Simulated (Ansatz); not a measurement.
Band-structure calculation of GeSi₂ (part 2 of 2)

The same run, continued: GeSi₂ (P-3m1, 6 atoms in the cell); DFT, HSE06, plane waves, PAW, no spin polarisation (Ansatz 0.2.0); cutoff 420 eV, 6×6×2 k-mesh, fixed occupations. The structure was built on a prototype by a generator. The geometry comes from this level: r2SCAN.

Geometry of the input (Å; fractional positions):
```
3.8990  0.0000  0.0000
-1.9495  3.3766  0.0000
0.0000  0.0000  9.5422
Si 0.6667  0.3333  0.5402
Si 0.3333  0.6667  0.2131
Ge 0.0000  0.0000  0.8713
Si 0.3333  0.6667  0.4598
Ge 0.0000  0.0000  0.1287
Si 0.6667  0.3333  0.7869
```

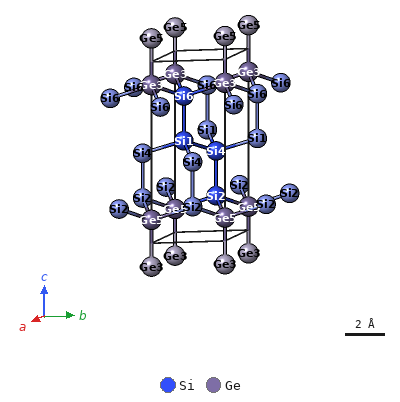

*The structure as given in the input (ball-and-stick view of the cell of the calculation, seen slightly off an axis; neighbours outside the cell are drawn fainter; atoms are numbered from 1 in the order of the input). An atom can appear more than once, as a periodic image.*

Output, continued:
```
  k-point 2: bands = ["-20.7759", "-20.6878", "-20.6868", "-20.6489", "-20.6461", "-20.6308", "-20.6285", "-20.5929", "-20.5922", "-20.5514", "-6.4987", "-5.0812", "-4.8952", "0.5109", "0.7950", "3.4030", "4.1384", "4.3316", "4.6425", "5.5045", "6.0047", "6.2222", "9.2732", "9.6842", "9.8973", "10.2829", "10.8999"]
  k-point 13: bands = ["-20.7718", "-20.6897", "-20.6897", "-20.6447", "-20.6447", "-20.6261", "-20.6261", "-20.5938", "-20.5938", "-20.5458", "-3.7235", "-3.0615", "-3.0615", "-1.7209", "-0.9170", "-0.9170", "2.1895", "2.3569", "2.3569", "3.6437", "3.6437", "3.7820", "10.6090", "10.7352", "10.7352", "10.7634", "11.2725"]
```

File bands.tsv:
```
# k_distance	band_0	band_1	band_2	band_3	band_4	band_5	band_6	band_7	band_8	band_9	band_10	band_11	band_12	band_13	band_14	band_15	band_16	band_17	band_18	band_19	band_20	band_21	band_22	band_23	band_24	band_25	band_26
# fermi_ev = 6.732334
# lock_threshold_ev = 1e-6
# [0, 0, 0] at k_distance = 0.000000
# [0.5, 0, 0] at k_distance = 0.930394
# [0.3333333333, 0.3333333333, 0] at k_distance = 1.467557
# [0, 0, 0.5] at k_distance = 2.591199
# [0.5, 0, 0.5] at k_distance = 3.521593
# [0.3333333333, 0.3333333333, 0.5] at k_distance = 4.058756
# [0, 0.411458, 0.182292] at k_distance = 4.658301
# [0, 0, 0.15] at k_distance = 5.424232
# levels_relative_to = fermi_ev
# free_energy_ev = -11136.784220
# largest_residual_norms_ev = 3.613e-4 3.451e-4 3.456e-4 3.169e-4 3.340e-4 2.890e-4 3.511e-4 2.702e-4 2.707e-4 1.998e-4 4.387e-4 3.412e-4 3.875e-4 7.049e-4 7.732e-4 9.329e-4 5.295e-4 6.753e-4 7.244e-4 9.163e-4 9.865e-4 1.047e-3 1.533e-3 6.671e-4 9.840e-4 9.683e-4 3.551e-3
0.000000	-27.509438	-27.418957	-27.418957	-27.380765	-27.380765	-27.362887	-27.362887	-27.324495	-27.324495	-27.285372	-13.577477	-12.162003	-11.958139	-6.227502	-5.957702	-1.310946	-1.310946	-1.059757	-1.059757	-0.029727	0.000000	0.000000	1.929881	2.027093	3.070201	3.205381	3.205381
0.930394	-27.504851	-27.423737	-27.419555	-27.382553	-27.371643	-27.364065	-27.354477	-27.327246	-27.324616	-27.278699	-11.099225	-10.685933	-9.127100	-8.983361	-7.619958	-7.404535	-3.265753	-3.249298	-3.215859	-2.978102	-2.056297	-1.992611	1.247561	1.254892	2.562733	2.681136	4.693991
1.467557	-27.504149	-27.421995	-27.421995	-27.377012	-27.377012	-27.358396	-27.358396	-27.326090	-27.326090	-27.278149	-10.463451	-9.803371	-9.803371	-8.407322	-7.577826	-7.577826	-4.913007	-4.805839	-4.805839	-2.455127	-2.455127	-2.251443	1.791259	2.327767	2.327767	6.435820	6.773077
2.591199	-27.509437	-27.418952	-27.418952	-27.380763	-27.380763	-27.362889	-27.362889	-27.324486	-27.324486	-27.285376	-13.302404	-13.041256	-11.053332	-7.885286	-2.980148	-2.533173	-1.448720	-1.448720	-0.610193	-0.610193	-0.408327	-0.408327	1.715809	2.644468	2.670943	3.711816	3.711816
3.521593	-27.504862	-27.423738	-27.419559	-27.382558	-27.371649	-27.364067	-27.354480	-27.327257	-27.324625	-27.278700	-11.146118	-10.255554	-10.140355	-8.106668	-7.630674	-7.419366	-4.002276	-3.998948	-2.990212	-2.812544	-1.404808	-1.389456	1.480567	1.692805	1.776632	3.336061	3.546225
4.058756	-27.504153	-27.421995	-27.421995	-27.377011	-27.377011	-27.358397	-27.358397	-27.326092	-27.326092	-27.278146	-10.455883	-9.793835	-9.793835	-8.453246	-7.649346	-7.649346	-4.542812	-4.375455	-4.375455	-3.088654	-3.088654	-2.950364	3.876699	4.002866	4.002866	4.031023	4.540127
4.658301	-27.505190	-27.423377	-27.419507	-27.382429	-27.372326	-27.363962	-27.355124	-27.327043	-27.324614	-27.279210	-11.617695	-10.453930	-10.230077	-7.894438	-7.364674	-6.875192	-4.385228	-3.106490	-3.077198	-2.320720	-1.712050	-1.576795	1.086019	1.741556	2.292554	2.470221	4.092007
5.424232	-27.509440	-27.418951	-27.418951	-27.380765	-27.380765	-27.362886	-27.362886	-27.324495	-27.324495	-27.285368	-13.544166	-12.455715	-11.644131	-6.905582	-5.165934	-1.355153	-1.355153	-0.978158	-0.978158	-0.441814	-0.058429	-0.058429	1.835502	2.159257	3.104156	3.286670	3.286670
```

File rho_z.tsv:
```
# z_ang	rho[e/angstrom^3]
# format = ansatz-planar-average/11
# lattice	3.898992169	-0.000000000	0.000000000
# lattice	-1.949496085	3.376626268	0.000000000
# lattice	0.000000000	0.000000000	9.542165708
# sites	6
# site	14	1.949496085	1.125542089	5.154620828
# site	14	0.000000000	2.251084179	2.033454505
# site	32	0.000000000	0.000000000	8.314472208
# site	14	0.000000000	2.251084179	4.387544881
# site	32	0.000000000	0.000000000	1.227693501
# site	14	1.949496085	1.125542089	7.508711203
0.000000	1.087587e-1
0.149096	1.129365e-1
0.298193	1.258484e-1
0.447289	1.524140e-1
0.596385	2.073901e-1
0.745482	3.330951e-1
0.894578	6.252979e-1
1.043674	1.120967e0
1.192771	1.513380e0
1.341867	1.393279e0
1.490963	9.329430e-1
1.640060	5.670596e-1
1.789156	3.889653e-1
1.938252	3.028257e-1
2.087349	2.480668e-1
2.236445	2.092102e-1
2.385541	1.814133e-1
2.534638	1.628079e-1
2.683734	1.486715e-1
2.832830	1.367080e-1
2.981927	1.269896e-1
3.131023	1.217362e-1
3.280119	1.216204e-1
3.429216	1.270883e-1
3.578312	1.368419e-1
3.727408	1.494580e-1
3.876505	1.637668e-1
4.025601	1.821503e-1
4.174697	2.071755e-1
4.323794	2.385547e-1
4.472890	2.700747e-1
4.621987	2.936093e-1
4.771083	3.021489e-1
4.920179	2.936093e-1
5.069276	2.700747e-1
5.218372	2.385547e-1
5.367468	2.071755e-1
5.516565	1.821503e-1
5.665661	1.637668e-1
5.814757	1.494580e-1
5.963854	1.368419e-1
6.112950	1.270883e-1
6.262046	1.216204e-1
6.411143	1.217362e-1
6.560239	1.269896e-1
6.709335	1.367080e-1
6.858432	1.486715e-1
7.007528	1.628079e-1
7.156624	1.814133e-1
7.305721	2.092102e-1
7.454817	2.480668e-1
7.603913	3.028257e-1
7.753010	3.889653e-1
7.902106	5.670596e-1
8.051202	9.329430e-1
8.200299	1.393279e0
8.349395	1.513380e0
8.498491	1.120967e0
8.647588	6.252979e-1
8.796684	3.330951e-1
8.945780	2.073901e-1
9.094877	1.524140e-1
9.243973	1.258484e-1
9.393069	1.129365e-1
```

File v_z.tsv:
```
# z_ang	v_es[eV]	v_tot[eV]
# format = ansatz-planar-average/11
# xc	hse06
# density_cutoff_ev	1680
# datasets	Si=:simpson_from_first_knot:soft:fock:shift=0	Ge=:simpson_from_first_knot:soft:fock:shift=0
# lattice	3.898992169	-0.000000000	0.000000000
# lattice	-1.949496085	3.376626268	0.000000000
# lattice	0.000000000	0.000000000	9.542165708
# sites	6
# site	14	1.949496085	1.125542089	5.154620828
# site	14	0.000000000	2.251084179	2.033454505
# site	32	0.000000000	0.000000000	8.314472208
# site	14	0.000000000	2.251084179	4.387544881
# site	32	0.000000000	0.000000000	1.227693501
# site	14	1.949496085	1.125542089	7.508711203
0.000000	9.124803e0	3.018380e0
0.149096	8.904304e0	2.748111e0
0.298193	8.179965e0	1.861227e0
0.447289	6.850150e0	2.240720e-1
0.596385	5.182705e0	-1.910313e0
0.745482	3.520176e0	-4.168703e0
0.894578	1.977932e0	-6.319534e0
1.043674	5.966577e-1	-8.206586e0
1.192771	-5.907570e-1	-9.771771e0
1.341867	-1.755549e0	-1.114964e1
1.490963	-2.866743e0	-1.238798e1
1.640060	-3.626411e0	-1.319977e1
1.789156	-3.815601e0	-1.327430e1
1.938252	-3.277852e0	-1.249676e1
2.087349	-2.079014e0	-1.095104e1
2.236445	-5.101873e-1	-8.910346e0
2.385541	1.355043e0	-6.504185e0
2.534638	3.491174e0	-3.816645e0
2.683734	5.630180e0	-1.265927e0
2.832830	7.343927e0	7.401550e-1
2.981927	8.379407e0	1.974398e0
3.131023	8.879568e0	2.573100e0
3.280119	8.893797e0	2.585972e0
3.429216	8.423299e0	2.013858e0
3.578312	7.421886e0	8.082274e-1
3.727408	5.743112e0	-1.171353e0
3.876505	3.600150e0	-3.721113e0
4.025601	1.431914e0	-6.436452e0
4.174697	-4.788910e-1	-8.871917e0
4.323794	-1.999745e0	-1.081545e1
4.472890	-3.260120e0	-1.233783e1
4.621987	-4.195137e0	-1.345030e1
4.771083	-4.537847e0	-1.388361e1
4.920179	-4.195137e0	-1.345030e1
5.069276	-3.260120e0	-1.233783e1
5.218372	-1.999745e0	-1.081545e1
5.367468	-4.788910e-1	-8.871917e0
5.516565	1.431914e0	-6.436452e0
5.665661	3.600150e0	-3.721113e0
5.814757	5.743112e0	-1.171353e0
5.963854	7.421886e0	8.082274e-1
6.112950	8.423299e0	2.013858e0
6.262046	8.893797e0	2.585972e0
6.411143	8.879568e0	2.573100e0
6.560239	8.379407e0	1.974398e0
6.709335	7.343927e0	7.401550e-1
6.858432	5.630180e0	-1.265927e0
7.007528	3.491174e0	-3.816645e0
7.156624	1.355043e0	-6.504185e0
7.305721	-5.101873e-1	-8.910346e0
7.454817	-2.079014e0	-1.095104e1
7.603913	-3.277852e0	-1.249676e1
7.753010	-3.815601e0	-1.327430e1
7.902106	-3.626411e0	-1.319977e1
8.051202	-2.866743e0	-1.238798e1
8.200299	-1.755549e0	-1.114964e1
8.349395	-5.907570e-1	-9.771771e0
8.498491	5.966577e-1	-8.206586e0
8.647588	1.977932e0	-6.319534e0
8.796684	3.520176e0	-4.168703e0
8.945780	5.182705e0	-1.910313e0
9.094877	6.850150e0	2.240720e-1
9.243973	8.179965e0	1.861227e0
9.393069	8.904304e0	2.748111e0
```

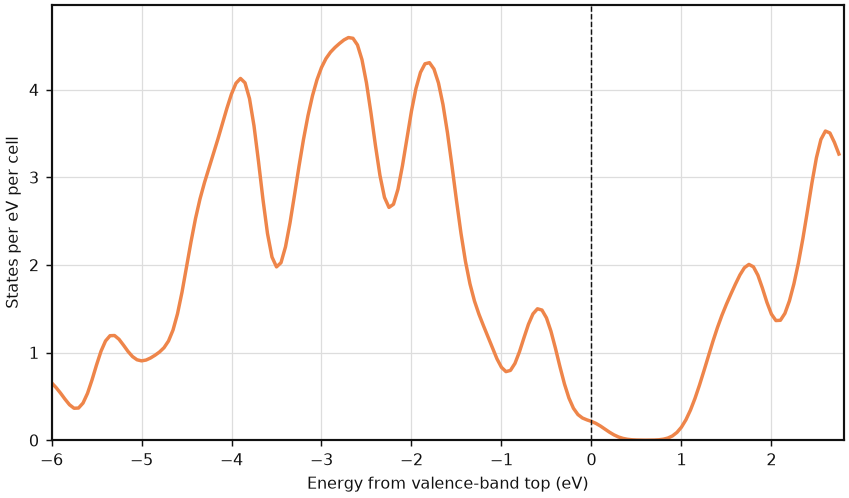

*Density of states (the curve is built from the levels of the k mesh with Gaussians 0.4 eV wide, which also blur the band edges), with energies from the valence-band top.*

There is a gap of 1.25 eV on the k-point mesh. Small ripples come from the finite k-point mesh.

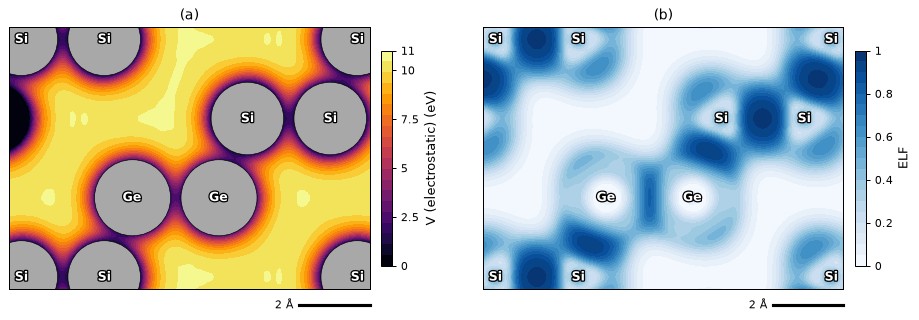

*(a) electrostatic potential (local pseudopotential plus Hartree) felt by an electron; (b) electron localisation function on the (110) plane of the conventional cell. Grey discs, where drawn, cover atomic cores.*

Si–Si (2.35 Å): the ELF peaks at about 0.95 between the atoms, which marks localised, shared-pair bonding. Si–Ge (2.39 Å): the ELF peaks at about 0.95 between the atoms (a covalent bond). Ge–Ge (2.46 Å): the ELF peaks at about 0.80 between the atoms, which marks a covalent bond. Outside the cores the potential energy rises away from the atoms and is highest about 2.4 Å from the nearest atoms; outside the discs it spans about 10 eV, and its zero is arbitrary. The fields are those of the smooth PAW valence density.

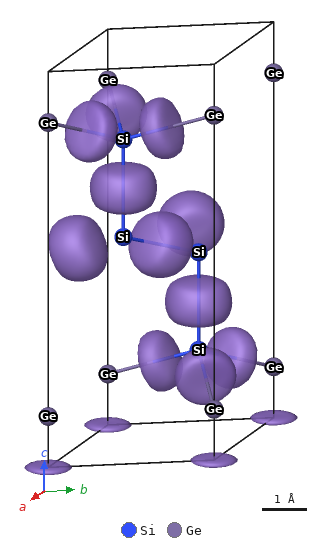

*Isosurface of the ELF at 0.75 (purple), seen slightly off an axis. Only the valence region is drawn (cores and ρ < 0.01 e/Å³ removed). Sticks mark near contacts. The outline is the cell set on symmetry axes.*

Along the contacts the grid gives the following. Si–Si (2.35 Å): the ELF peaks at about 0.95 between the atoms (a shared electron pair). Si–Ge (2.39 Å): the ELF peaks at about 0.95 between the atoms, which marks a shared electron pair.
